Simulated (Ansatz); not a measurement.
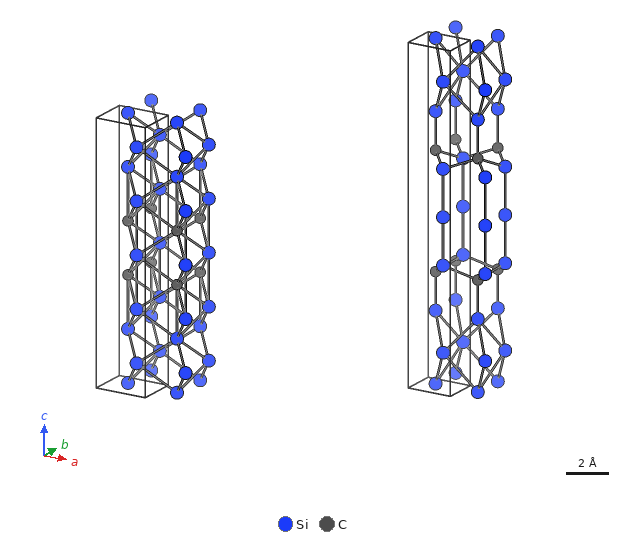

Two geometries of solid Si$_{4}$C (a generated structure, set up in P-6m2) (coarse preliminary run), drawn at one scale. One is the start of a relaxation, the other its converged end. The picture is a ball-and-stick view of the cell of the calculation, repeated 2 × 2 × 1 with one cell outlined, seen slightly off an axis.

Method: DFT PBE, scalar-relativistic, plane waves, PAW in Ansatz 0.2.0. Settings: plane-wave cutoff 420 eV; k-point mesh 6 × 6 × 2; occupations gaussian; smearing width 0.1 eV; no spin polarisation; cell and atoms relaxed; force threshold 0.04 eV/Å; at most 70 steps.

### Which of the two is the end point?

The right one is the relaxed one. The largest moves relative to the cell, 1.29 Å, are those of C atoms. Largest moves by element: C 1.29 Å, Si 1.03 Å. The drawn cell changes as follows: a = b 3.574 → 3.079 Å (−13.9 %), c 13.306 → 17.023 Å (+27.9 %); the volume changes by −5.1 %. Some distances before and after: Si–Si 2.661 → 4.297 Å, C–Si 2.455 → 3.479 Å, Si–Si 2.661 → 3.670 Å, Si–Si 2.661 → 3.598 Å. Bond angles that change, for instance: Si–Si–Si 65.6° → 91.8°, Si–Si–Si 65.6° → 90.7°, Si–Si–Si 93.4° → 74.1°. The space group stays P-6m2 (No. 187). The energy falls by 7.427 eV per cell of the calculation in 21 accepted moves (23 points after the start). Largest force component: 1.6 eV/Å at the start, 0.014 eV/Å at the end. Pressure: −3.54 GPa at the start and −0.17 GPa at the end. The SCF was repeated twice at an unchanged geometry on a basis and grid sized afresh for the cell, which shifted the energy by 98.4 meV per cell of the calculation at most. The run took 100 s on 1 thread of Intel(R) Xeon(R) Platinum 8488C (Sapphire Rapids), with other jobs on the host, peak memory 0.43 GiB.
